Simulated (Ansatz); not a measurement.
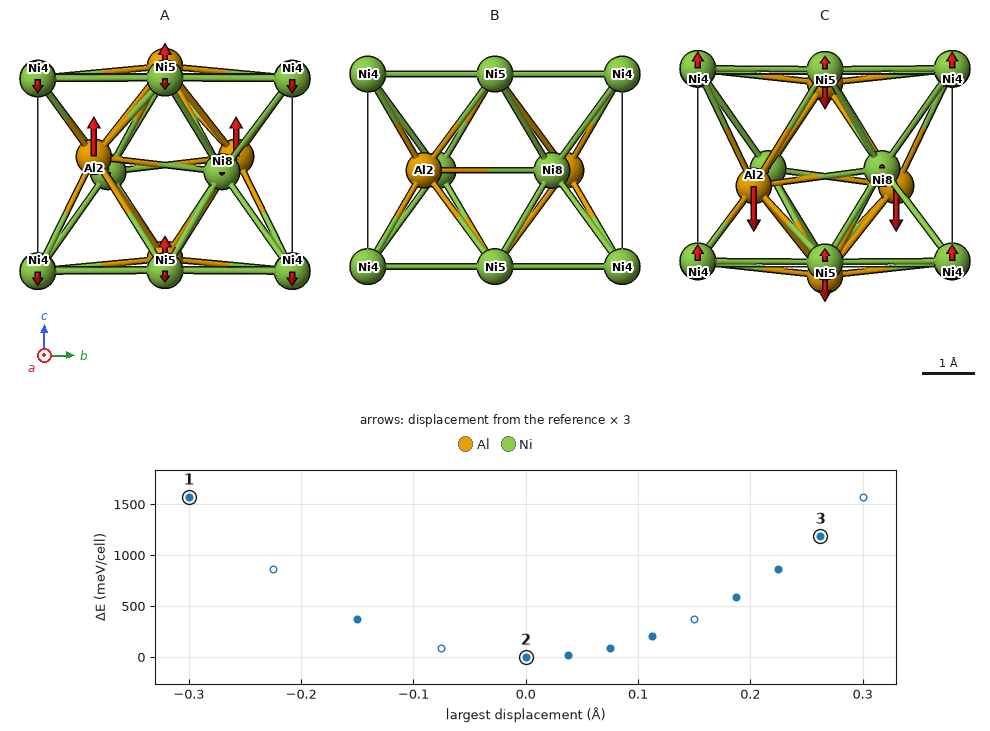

Energy scan for a crystal of Al₃Ni₅ (Cmmm), in which a normal mode at the zone centre is frozen in with the cell fixed, the amplitude being the largest displacement of an atom. The frames are shuffled; the numbered points of the plot belong to them. Hollow markers are points alike by symmetry, not computed again. Style: ball-and-stick. Shown: the cell of the calculation, along the a axis. Red arrows: displacements from the reference.

These are results of DFT PBEsol, scalar-relativistic, plane waves, PAW in Ansatz 0.2.0, not measurements. Settings: plane-wave cutoff 420 eV; k-point mesh 8 × 8 × 10; occupations gaussian; smearing width 0.15 eV; no spin polarisation. Energies (free energies at the smearing named) are counted from the relaxed crystal.

Match the frames to the points.

Point 1 is frame C (the amplitude −0.30 Å, 1573 meV/cell); 2 is frame B (the amplitude 0.00 Å, 0 meV/cell); 3 is frame A (the amplitude 0.2625 Å, 1188 meV/cell). The harmonic wavenumber of the mode is 328 cm⁻¹, a stable vibration. Of the computed points the lowest is at the amplitude 0.00 Å, 0 meV/cell. The end points stand at 1573 meV/cell (−0.30 Å) and 1573 meV/cell (0.30 Å). The well is symmetric. At the highest point the shortest interatomic distance is 2.18 Å, against 2.37 Å in the reference. The distortion takes the space group from Cmmm to Cmm2.

Limits of the set-up: an element that often carries a moment was run without spin polarisation.
